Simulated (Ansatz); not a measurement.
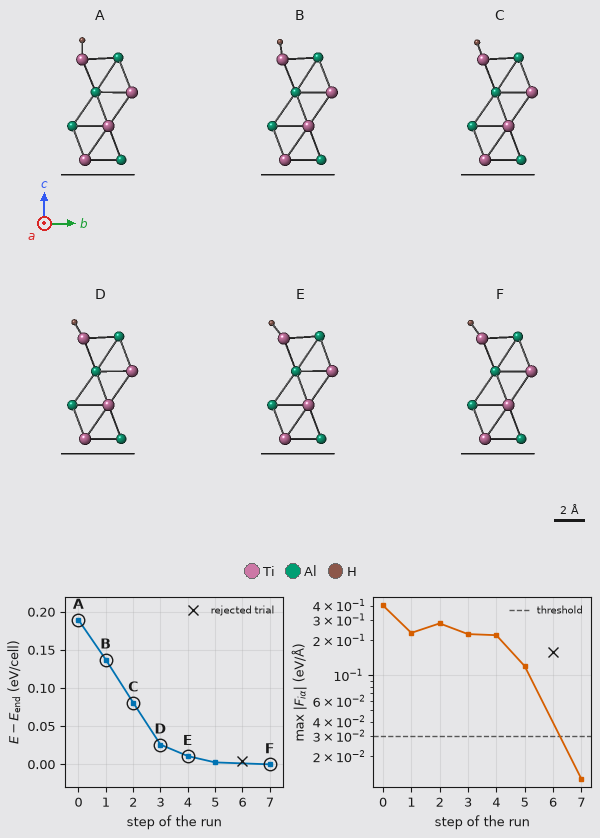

Frames of a constrained relaxation of a slab of composition Ti4Al4H (cut from the P4/mmm phase), marked on the history of the run. Style: ball-and-stick. Shown: the 3 × 1 repeat of the cell, outlined in the plane, without the vacuum, along the a axis.

Case: H put at a bridge Ti-Ti site. The slab is the (1 0 1) face of TiAl with H on it. 4 atoms are held fixed.

Level of theory: DFT PBEsol, scalar-relativistic, plane waves, PAW in Ansatz 0.2.0.

Input
```yaml
crystal:
  lattice:
    - [2.7951585985, 0.0, 0.0]
    - [0.0, 4.9116531041, 0.0]
    - [0.0, 0.0, 25.895185751]
  atoms:
    - { symbol: Ti, position: [0.0, 0.3238601685, 0.3282463421] }
    - { symbol: Al, position: [0.5, 0.8238601685, 0.3282463421] }
    - { symbol: Ti, position: [0.0, 0.6477203369, 0.4170039696] }
    - { symbol: Al, position: [0.5, 0.1477203369, 0.4170039696] }
    - { symbol: Ti, position: [0.0, 0.9714622164, 0.5052707184] }
    - { symbol: Al, position: [0.5, 0.4712922267, 0.5060950249] }
    - { symbol: Ti, position: [0.0, 0.2846919189, 0.5916210053] }
    - { symbol: Al, position: [0.5, 0.7827906297, 0.596752324] }
    - { symbol: H, position: [0.5, 0.2846919189, 0.6423206397] }
basis:
  ecutwfc: 420
kpoints:
  mp_grid: { grid: [10, 6, 1] }
hamiltonian:
  xc: pbesol
scf:
  occupations: { method: gaussian, width: 0.1 }
output:
  forces: true
  eigenvalues: true
relax:
  adjacent_minimum: "off"
  f_tol: 0.03
  max_steps: 70
  constraints: [{ sites: [0, 1, 2, 3] }]
efield:
  axis: 3
  dipole_correction: true
  ramp_width: 0.04
```

Command:
```bash
ansatz run input.yaml --threads 1 --pin off --max-ram 2560MiB --backend cpu --events-out ev --progress --plain --runs-dir out
```

What happens along the run?

Answer. After 6 accepted moves (7 points after the start) the energy has fallen by 0.190 eV per cell of the calculation. Largest force component: 0.4 eV/Å at the start, 0.013 eV/Å at the end. The line search rejected the trial step at point 6 of the run. The atom that moves furthest is H9 (0.82 Å at 73° to the normal (−c side)). Largest moves by element: H 0.82 Å, Ti 0.04 Å, Al 0.03 Å. The lattice vectors keep their values. Among the contacts that change: Al8–H9 2.733 → 1.947 Å, Al4–Al6 2.801 → 2.776 Å, Al4–Ti5 2.816 → 2.834 Å, Ti7–Al8 2.821 → 2.805 Å. Cost: 120 s on 1 thread of Intel(R) Xeon(R) 6975P-C (Granite Rapids), on a shared host, peak memory 0.69 GiB. From step 0 to 1: H9 moves most (0.19 Å), energy −52.1 meV per cell of the calculation. From step 1 to 2: H9 moves most (0.20 Å), energy −56.3 meV per cell of the calculation. From step 2 to 3: H9 moves most (0.20 Å), energy −55.2 meV per cell of the calculation. From step 3 to 4: H9 moves most (0.20 Å), energy −15.1 meV per cell of the calculation. From step 4 to 7: Al8 moves most (0.13 Å), energy −10.8 meV per cell of the calculation.

```
step  E − E(0), meV/atom  largest force component, eV/Å      note
   0                0.00                         0.4011          
   1               -5.79                         0.2326          
   2              -12.05                         0.2808          
   3              -18.18                         0.2270          
   4              -19.86                         0.2222          
   5              -20.78                         0.1203          
   6              -20.58                         0.1583  rejected
   7              -21.06                         0.0128
```

Limits of the set-up: the periodic images lie only 2.8 Å apart, so the values are limited by the cell's size.
